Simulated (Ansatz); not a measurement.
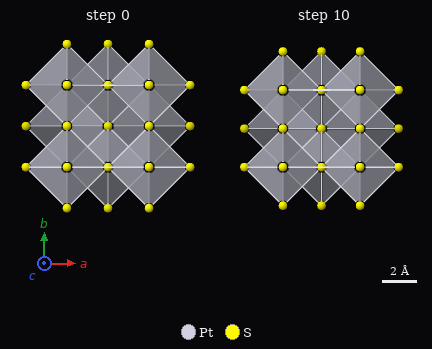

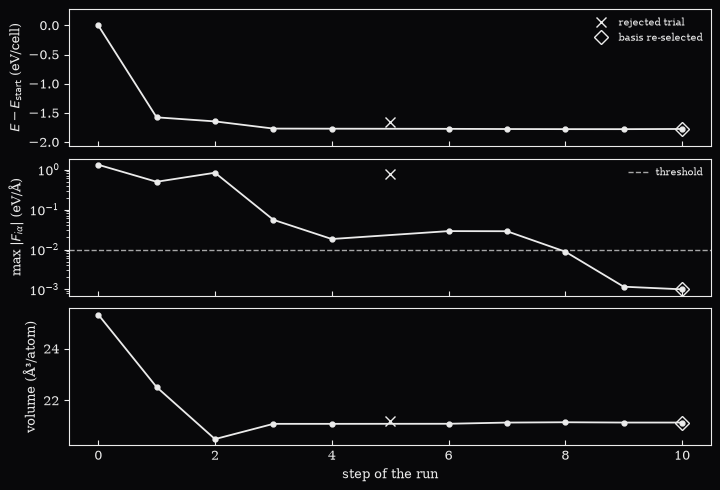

First and last geometry of a relaxation of a crystal of PtS$_{2}$ (built on the anatase type), with the history of the run. A polyhedral model of the conventional cell (2 times the calculation's cell), seen along the c axis. Lengths and directions refer to the drawn axes.

Method: DFT, PBEsol, plane waves, PAW in Ansatz. Set-up: plane-wave cutoff 420 eV; k-point mesh 6 × 6 × 6; occupations fermi dirac; smearing width 0.03 eV; no spin polarisation; cell and atoms relaxed; force threshold 0.01 eV/Å; at most 120 steps.

**What do the curves and the structures tell?**

It converged. The largest moves relative to the cell, 0.12 Å, are those of S atoms. Pt stays in place. The drawn cell changes as follows: a = b 4.947 → 4.647 Å (−6.1 %), c 12.416 → 11.752 Å (−5.4 %); the volume changes by −16.5 %. Near-neighbour distances that change, for instance: S–S 3.220 → 2.886 Å, Pt–S 2.583 → 2.325 Å, Pt–S 2.528 → 2.403 Å. Bond angles that change, for instance: Pt–S–Pt 156.2° → 150.4°, S–Pt–S 156.2° → 150.4°, Pt–S–Pt 101.9° → 104.8°. The space group stays I4_1/amd (No. 141). The energy falls by 1.776 eV per cell of the calculation in 8 accepted moves (10 points after the start). Largest force component: 1.3 eV/Å at the start, 0.001 eV/Å at the end. Pressure: −14.54 GPa at the start and 0.01 GPa at the end. The line search rejected the trial step at point 5 of the run. The SCF was repeated once at an unchanged geometry on a basis and grid sized afresh for the cell, which shifted the energy by 3.2 meV per cell of the calculation at most. The run took 50 s on 2 threads of Arm Neoverse V1, with other jobs on the host, peak memory 0.48 GiB.

```
step  E − E(0), meV/atom  largest force component, eV/Å  pressure, GPa  volume, Å³/atom                      note
   0                0.00                         1.3237         -14.54           25.318                          
   1             -262.68                         0.4967          -6.56           22.516                          
   2             -274.34                         0.8362           5.19           20.506                          
   3             -294.82                         0.0555          -0.26           21.095                          
   4             -295.14                         0.0183          -0.09           21.095                          
   5             -275.91                         0.7683           2.35           21.189                  rejected
   6             -295.57                         0.0289          -0.07           21.098                          
   7             -296.09                         0.0287           0.20           21.144                          
   8             -296.38                         0.0088          -0.12           21.156                          
   9             -296.45                         0.0012           0.00           21.145                          
  10             -295.92                         0.0010           0.01           21.145  same geometry, new basis
```
